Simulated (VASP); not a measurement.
# MgO: the band gap up a ladder of functionals, part 2 of 2

How far up the ladder of functionals must one climb to get the gap of MgO right? LASPH is on for some levels and off for others; the table marks which. The start is a cell from a database of measured crystal structures.

VASP 6.6.1, plane waves and PAW; the level of theory is named at each step.

So far, least gap on mesh and path (eV): step 2 (bands, level LDA) 4.68; step 7 (bands, level LAK) 5.88; step 9 (bands, level HSE06) 6.46; step 10 (bands, level PBE0) 7.18; step 11 (bands, level B3LYP) 6.97.

## 12. Bands with r2SCANh

This step: r2SCANh; plane waves and PAW (Mg, O) (VASP 6.6.1).

r2SCANh replaces a tenth of the r2SCAN exchange by exact exchange.

INCAR reads:

```
SYSTEM = MgO
PREC = Accurate
ENCUT = 520
EDIFF = 1E-06
NELM = 100
ISMEAR = 0
SIGMA = 0.02
LREAL = .FALSE.
ALGO = Normal
LHFCALC = .TRUE.
AEXX = 0.1
METAGGA = R2SCAN
LASPH = .TRUE.
NBANDS = 10
PRECFOCK = Fast
HFRCUT = -1
LORBIT = 11
LWAVE = .FALSE.
LCHARG = .FALSE.
KPAR = 4
```

POSCAR reads:

```
MgO
1.0
    0.0000000000      2.1060700000      2.1060700000
    2.1060700000      0.0000000000      2.1060700000
    2.1060700000      2.1060700000      0.0000000000
Mg O
1 1
Direct
    0.0000000000      0.0000000000      0.0000000000
    0.5000000000      0.5000000000      0.5000000000
```

KPOINTS reads:

```
Automatic mesh
0
Gamma
6 6 6
0 0 0
```

KPOINTS_OPT reads:

```
Line mode
6
Line-mode
Reciprocal
  0.00000000   0.00000000   0.00000000 GAMMA
  0.50000000   0.00000000   0.50000000 X

  0.50000000   0.00000000   0.50000000 X
  0.50000000   0.25000000   0.75000000 W

  0.50000000   0.25000000   0.75000000 W
  0.37500000   0.37500000   0.75000000 K

  0.37500000   0.37500000   0.75000000 K
  0.00000000   0.00000000   0.00000000 GAMMA

  0.00000000   0.00000000   0.00000000 GAMMA
  0.50000000   0.50000000   0.50000000 L

  0.50000000   0.50000000   0.50000000 L
  0.62500000   0.25000000   0.62500000 U

  0.62500000   0.25000000   0.62500000 U
  0.50000000   0.25000000   0.75000000 W

  0.50000000   0.25000000   0.75000000 W
  0.50000000   0.50000000   0.50000000 L

  0.50000000   0.50000000   0.50000000 L
  0.37500000   0.37500000   0.75000000 K

  0.62500000   0.25000000   0.62500000 U
  0.50000000   0.00000000   0.50000000 X
```

Potentials, in the order of the species: Mg and O (PBE family, release 64).

Run with:

```console
mpirun -np 4 vasp_std
```

Wall time 4.1 min (4 MPI ranks of AMD EPYC 7R43, shared host); peak memory 0.49 GiB.

Electronic bands along the path, in eV, zero at the valence-band top; v1 is the highest filled band, c1 the lowest empty one:

```
    point     v3     v2     v1     c1     c2
        Γ   0.00   0.00   0.00   6.46  17.78
        X  -4.23  -1.42  -1.42  10.90  11.97
        W  -3.06  -3.06  -1.83  13.66  13.66
        K  -3.61  -2.79  -1.21  11.96  13.88
        Γ   0.00   0.00   0.00   6.46  17.78
        L  -4.75  -0.70  -0.70   9.68  14.85
        U  -3.61  -2.79  -1.21  11.96  13.88
        W  -3.06  -3.06  -1.83  13.66  13.66
        L  -4.75  -0.70  -0.70   9.68  14.85
        K  -3.61  -2.79  -1.21  11.96  13.88
jump to U  -3.61  -2.79  -1.21  11.96  13.88
        X  -4.23  -1.42  -1.42  10.90  11.97
```

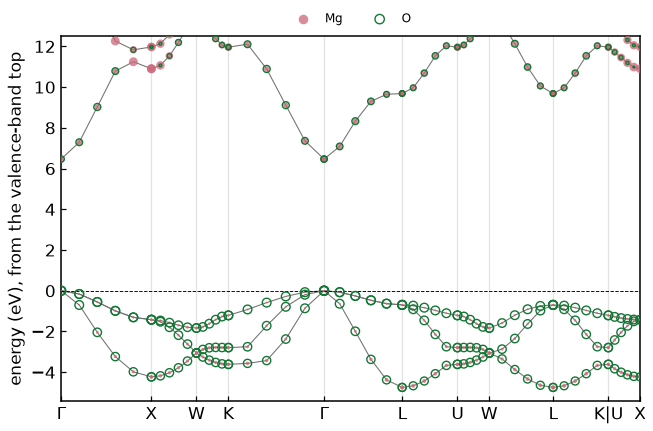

Electronic bands along the path; dots are coloured as in the legend, and their area grows with the weight.

The gap is 6.46 eV, direct at Γ. Against LDA that is +1.79 eV; this run took 24 times the core time, on fewer points of the path. The gap lies -1.37 eV from the measured 7.83 eV.

## 13. Dielectric constant for the exchange share

This step: PBE; plane waves and PAW (Mg, O) (VASP 6.6.1).

The share of exact exchange of the next level is the inverse of the dielectric constant, which this PBE response run supplies.

INCAR reads:

```
SYSTEM = MgO
PREC = Accurate
ENCUT = 520
EDIFF = 1E-08
NELM = 100
ISMEAR = 0
SIGMA = 0.01
LREAL = .FALSE.
ALGO = Normal
GGA = PE
NBANDS = 10
LORBIT = 11
LWAVE = .FALSE.
LCHARG = .FALSE.
KPAR = 4
LEPSILON = .TRUE.
```

POSCAR is that of step 12.

KPOINTS reads:

```
Automatic mesh
0
Gamma
17 17 17
0 0 0
```

Run with:

```console
mpirun -np 4 vasp_std
```

It took 2.2 min on 4 MPI ranks; peak memory 1.3 GiB; 8.9 min of CPU time.

Energies printed during the response cycles are not total energies of the cell. At this level the cell is under a pressure of 4.0 GPa, so at these settings it is away from equilibrium.

Numbers from this step:

| Property | Result |
| --- | --- |
| irreducible k-points | 165 |
| Fermi energy | 3.332 eV |
| pressure | 3.950 GPa |
| gap on the k-mesh | 4.726 eV |
| least direct gap on the k-mesh | 4.726 eV |

Electronic dielectric tensor with local fields:

```
3.13 0.00 0.00
0.00 3.13 0.00
0.00 0.00 3.13
```

Born effective charge (e), principal values of the symmetric part by kind of site:

```
atom  atoms with these values    low  middle   high   mean
 Mg1                        1   1.97    1.97   1.97   1.97
  O2                        1  -1.97   -1.97  -1.97  -1.97
```

In full for O2:

```
-1.97  0.00  0.00
 0.00 -1.97  0.00
 0.00  0.00 -1.97
```

The Born charges sum to zero; the printed set may have that rule imposed, so this is no test. The mean Born charge of O, -1.97 e, lies near its nominal -2, though a dynamic charge doesn't by itself measure how ionic a bond is.

## 14. Bands with PBE-EpsX, ε∞ used 3.129

This step: PBE-EpsX, exact-exchange share 1/3.129; plane waves and PAW (Mg, O) (VASP 6.6.1).

Here the share of exact exchange is set to the inverse of the computed dielectric constant, since screening weakens exchange. A prediction first. If the gap is linear in the share of exact exchange, PBE (4.73 eV at 0) and PBE0 (7.18 eV at 0.250) give a slope of 9.83 eV per unit share, so a share of 0.320 should give 7.87 eV.

INCAR reads:

```
SYSTEM = MgO
PREC = Accurate
ENCUT = 520
EDIFF = 1E-06
NELM = 100
ISMEAR = 0
SIGMA = 0.02
LREAL = .FALSE.
ALGO = Normal
LHFCALC = .TRUE.
AEXX = 0.32
GGA = PE
LASPH = .TRUE.
NBANDS = 10
PRECFOCK = Fast
HFRCUT = -1
LORBIT = 11
LWAVE = .FALSE.
LCHARG = .FALSE.
KPAR = 4
```

POSCAR is that of step 13.

KPOINTS reads:

```
Automatic mesh
0
Gamma
6 6 6
0 0 0
```

KPOINTS_OPT is that of step 12.

Run with:

```console
mpirun -np 4 vasp_std
```

The job ended after 4.5 min (4 MPI ranks; peak memory 0.49 GiB; 17 min of CPU time).

The electronic bands at the labelled points (eV, zero at the valence-band top; v1 is the highest filled band, c1 the lowest empty one):

```
    point     v3     v2     v1     c1     c2
        Γ   0.00   0.00   0.00   7.89  19.31
        X  -4.50  -1.51  -1.51  12.32  13.38
        W  -3.25  -3.25  -1.95  15.22  15.22
        K  -3.85  -2.97  -1.29  13.42  15.37
        Γ   0.00   0.00   0.00   7.89  19.31
        L  -5.05  -0.74  -0.74  11.14  16.50
        U  -3.85  -2.97  -1.29  13.42  15.37
        W  -3.25  -3.25  -1.95  15.22  15.22
        L  -5.05  -0.74  -0.74  11.14  16.50
        K  -3.85  -2.97  -1.29  13.42  15.37
jump to U  -3.85  -2.97  -1.29  13.42  15.37
        X  -4.50  -1.51  -1.51  12.32  13.38
```

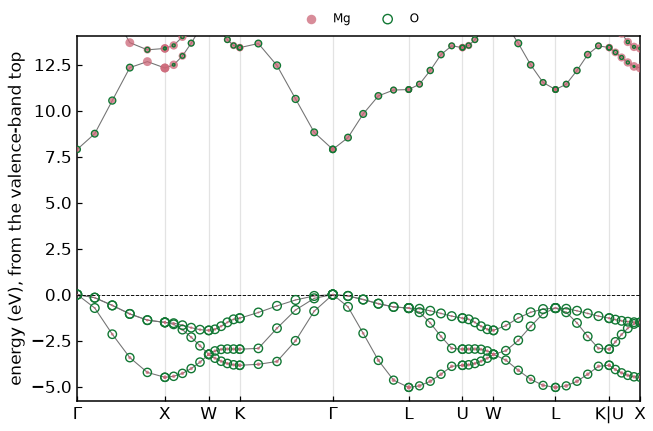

Electronic bands along the path; dots are coloured as in the legend, and their area grows with the weight.

The gap is 7.89 eV, direct at Γ. Against LDA that is +3.21 eV; this run took 27 times the core time, on fewer points of the path. The gap lies +0.06 eV from the measured 7.83 eV. The straight line predicted 7.87 eV, which is -0.02 eV off.

## 15. The ladder as a table

This step: ladder of functionals on one cell; plane waves and PAW (VASP 6.6.1).

No new run; the numbers come from the runs before.

A gap of 0 means none; cost is the wall time of each run, as given at its step, times its ranks, without the set-up around it; LASPH differs between rows, which moves results and costs too. Results by level, by row:

```
   level  gap (eV)  least direct gap (eV)  pressure (GPa)  cost (core minutes)  LASPH
     LDA     4.676                  4.676            -5.9                0.667    off
  PBEsol     4.633                  4.633           -0.29                 0.68    off
     PBE     4.725                  4.725            3.93                0.693    off
  r2SCAN     5.603                  5.603           -2.06                 2.93     on
  TB-mBJ     6.765                  6.765               -                 2.07     on
     LAK     5.879                  5.879           -1.03                  3.8     on
   HSE06      6.46                   6.46               -                 16.2     on
    PBE0     7.184                  7.184               -                 15.3     on
   B3LYP     6.974                  6.975               -                 14.6     on
 r2SCANh     6.464                  6.464               -                 16.3     on
PBE-EpsX     7.891                  7.891               -                 18.1     on
```

## 16. What came out

```yaml
gap_lda: 4.68 eV
gap_pbesol: 4.63 eV
gap_pbe: 4.73 eV
gap_r2scan: 5.60 eV
gap_tb_mbj: 6.77 eV
gap_lak: 5.88 eV
gap_hse06: 6.46 eV
gap_pbe0: 7.18 eV
gap_b3lyp: 6.97 eV
gap_r2scanh: 6.46 eV
gap_pbe_epsx: 7.89 eV
```

What this shows: For MgO the functional decides between a gap of 4.63 eV (PBEsol) and 7.89 eV (PBE-EpsX), while across these levels the cost spans a factor of 27. The cheapest level whose gap lies within 0.55 eV of experiment (a bound picked here) is PBE-EpsX, at 18 core minutes. In most such crystals zero-point and thermal motion narrow the gap, so the static value to match lies above the measured one, and levels a little over it fare better than the table shows. HSE06 moves the gap by +1.73 eV from PBE, at about 23 times the core time, though on fewer points of the path. On r2SCAN the gap grows with the share of exact exchange: 5.60 eV at none, 6.46 eV at 0.10. PBE0 and HSE06 hold the same share of exact exchange; keeping its long-range part moves the gap by +0.72 eV, a figure that converges slowly with the mesh. TB-mBJ lands +0.31 eV from HSE06 at 13 % of its cost. All levels use one geometry and one mesh, kept coarse to afford the hybrids, so no gap here is fully converged. Costs come from a shared host, and the hybrids use PRECFOCK = Fast. These are single-particle gaps of a static lattice, without excitons or temperature. LASPH is on for some levels and off for others, so differences between them are not the functional's alone.

Computed beside measured:

```
                 quantity  measured           PBEsol              PBE           r2SCAN           TB-mBJ            HSE06             PBE0         PBE-EpsX
band gap (least gap) (eV)      7.83  4.63 (-3.20 eV)  4.73 (-3.10 eV)  5.60 (-2.23 eV)  6.77 (-1.06 eV)  6.46 (-1.37 eV)  7.18 (-0.65 eV)  7.89 (+0.06 eV)
```

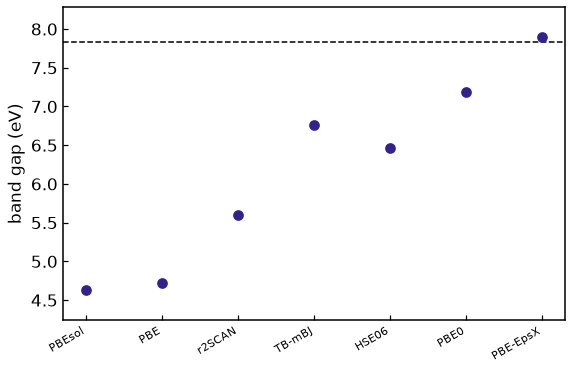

The band gap by level; the dashed line is the measured value.

Measured values from arxiv:0908.1581 (2009).

**Verdict.** For the band gap, of the levels listed nearest comes PBE-EpsX (+0.06 eV, good agreement) and farthest PBEsol (-3.20 eV, a clear miss). Zero-point and thermal motion shift the measured gap. No cell relaxation is part of this session.

[Lines on the potential files, build, host, timing and source positions are cut from VASP's logs without a mark.]

[Logs are printed without paths, hosts, clocks, repeated set-up lines and the standing remarks that a program may print on its own settings, such as how far it seeks lower states.]

[Hosts, paths, dates, database ids (printed as entryN), source tags and the programs' standing remarks are cut or masked in the printed files.]

[A measured line is paired with the nearest computed mode of its activity, which favours agreement.]
